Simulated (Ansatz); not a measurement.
Consider this structure.

```yaml
crystal:
  lattice:
    - [3.07780, 0.00000, 0.00000]
    - [0.00000, 3.07780, 0.00000]
    - [0.00000, 0.00000, 14.28620]
  atoms:
    - { symbol: Al, position: [0.00000, 0.00000, 0.00000] }
    - { symbol: Al, position: [0.50000, 0.50000, 0.30618] }
    - { symbol: Al, position: [0.00000, 0.00000, 0.19382] }
    - { symbol: Ru, position: [0.50000, 0.50000, 0.10587] }
    - { symbol: Ru, position: [0.00000, 0.00000, 0.39413] }
    - { symbol: Al, position: [0.50000, 0.50000, 0.50000] }
    - { symbol: Al, position: [0.00000, 0.00000, 0.80618] }
    - { symbol: Al, position: [0.50000, 0.50000, 0.69382] }
    - { symbol: Ru, position: [0.00000, 0.00000, 0.60587] }
    - { symbol: Ru, position: [0.50000, 0.50000, 0.89413] }
```

Q: What crystal do these data define?

A: Chemical formula Al3Ru2. Space group: I4/mmm (No. 139). Lattice: body-centred tetragonal. Cell content 6 Al, 4 Ru; Z = 2.

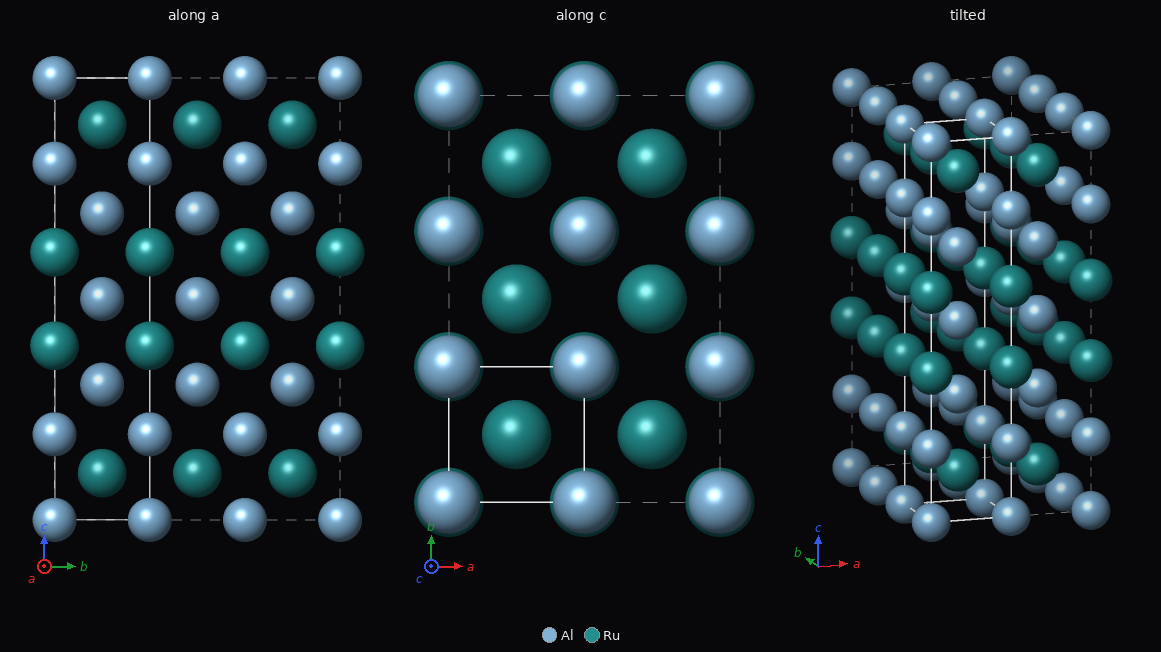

The image is a spheres-only drawing of a crystal, viewed along the a axis, along the c axis and slightly off an axis. The drawing covers 2×3×1 cells, and the solid lines enclose one conventional unit cell. Colours: aluminium light blue, ruthenium teal.

Provenance: a structure listed in the Materials Project. Earlier steps of the study may have refined or changed the cell and positions. It was the input of a calculation with Ansatz.
